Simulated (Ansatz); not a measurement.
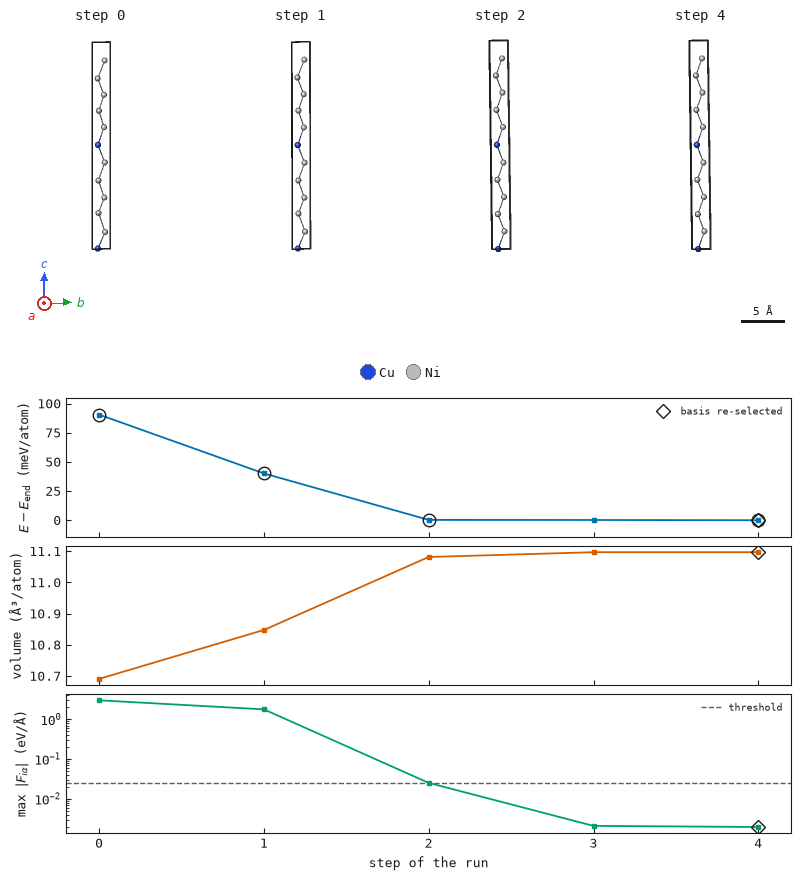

Frames of a relaxation of solid CuNi5 (a generated structure, set up in P1) (coarse preliminary run), marked on the history of the run. A ball-and-stick model of the cell of the calculation, seen along the a axis.

Theory: DFT PBE, scalar-relativistic, plane waves, PAW in Ansatz 0.2.0.

The input:
```yaml
crystal:
  lattice:
    - [2.482384977, 0.0577737109, -0.0127758658]
    - [-1.1911589377, 2.0867879093, 0.0357059312]
    - [-0.1267122789, 0.3357623996, 24.4459549301]
  atoms:
    - { symbol: Cu, position: [0.6685624152, 0.3069267186, 0.0023955408] }
    - { symbol: Cu, position: [0.6660612566, 0.3114519429, 0.5038459919] }
    - { symbol: Ni, position: [0.3472736804, 0.6897090312, 0.4180166508], spin: 0.54 }
    - { symbol: Ni, position: [0.2568455907, 0.6875779847, 0.9114099957], spin: 0.54 }
    - { symbol: Ni, position: [0.3589913184, 0.7094882934, 0.0811485368], spin: 0.54 }
    - { symbol: Ni, position: [0.2729956896, 0.6474593289, 0.5885375929], spin: 0.54 }
    - { symbol: Ni, position: [0.3253446064, 0.6642433203, 0.2482493169], spin: 0.74 }
    - { symbol: Ni, position: [0.3513183834, 0.6438364015, 0.7451291491], spin: 0.74 }
    - { symbol: Ni, position: [0.5882255663, 0.3406686431, 0.1753580364], spin: 0.74 }
    - { symbol: Ni, position: [0.7511565537, 0.3635009669, 0.6687946362], spin: 0.74 }
    - { symbol: Ni, position: [0.7172920988, 0.3383069608, 0.3320365157], spin: 0.74 }
    - { symbol: Ni, position: [0.6959328404, 0.2968304076, 0.8250780369], spin: 0.74 }
basis:
  ecutwfc: 420
kpoints:
  mp_grid: { grid: [12, 12, 1] }
hamiltonian:
  xc: pbe
scf:
  occupations: { method: gaussian, width: 0.2 }
  lower_state_search: "off"
output:
  forces: true
  stress: true
  eigenvalues: true
  populations: true
magnetization:
  spin_polarized: true
relax:
  adjacent_minimum: "off"
  f_tol: 0.025
  max_steps: 60
  cell: { stress_tol: 0.25 }
```

Run as
```bash
ansatz run input.yaml --threads 4 --pin off --max-ram 8192MiB --backend cpu --events-out ev --progress --plain --runs-dir out
```

**Describe the path.**

Ni9 moves most relative to the cell: 0.28 Å in a general direction near [3 −3 −1]. By element the largest moves are Ni 0.28 Å, Cu 0.11 Å. The drawn cell changes as follows: a 2.483 → 2.497 Å (+0.6 %), b 2.403 → 2.497 Å (+3.9 %), c 24.449 → 24.656 Å (+0.9 %), α 88.3° → 90.0°, β 90.6° → 90.0°, γ 118.4° → 120.0°; the volume changes by +3.8 %. Among the contacts that change: Ni5–Ni9 2.848 → 2.486 Å, Ni7–Ni9 2.189 → 2.492 Å, Ni4–Ni12 2.768 → 2.489 Å, Cu1–Ni5 2.275 → 2.548 Å. Within 0.06 Å the space group is P1 at the start and P-6m2 at the end; at a tighter tolerance small leftover displacements or strains of the cell lower it. After 3 accepted moves (4 points after the start) the energy has fallen by 90.5 meV per atom. Largest force component: 3 eV/Å at the start, 0.0019 eV/Å at the end. The pressure goes from 11.24 to 0.01 GPa. At 1 point the geometry stayed and the basis and grid were re-selected for the new cell (energy shift of 0.2 meV per atom at most each time). Cost: 8.2 min on 4 threads of Intel(R) Xeon(R) 6975P-C (Granite Rapids), with other jobs on the host, peak memory 2.2 GiB. From step 0 to 1: Ni9 moves most (0.11 Å), volume +1.5 %, energy −50.4 meV per atom. From step 1 to 2: Ni4 moves most (0.19 Å), volume +2.2 %, energy −39.8 meV per atom. From step 2 to 4: Ni9 moves most (0.02 Å), volume +0.1 %, energy −0.3 meV per atom.
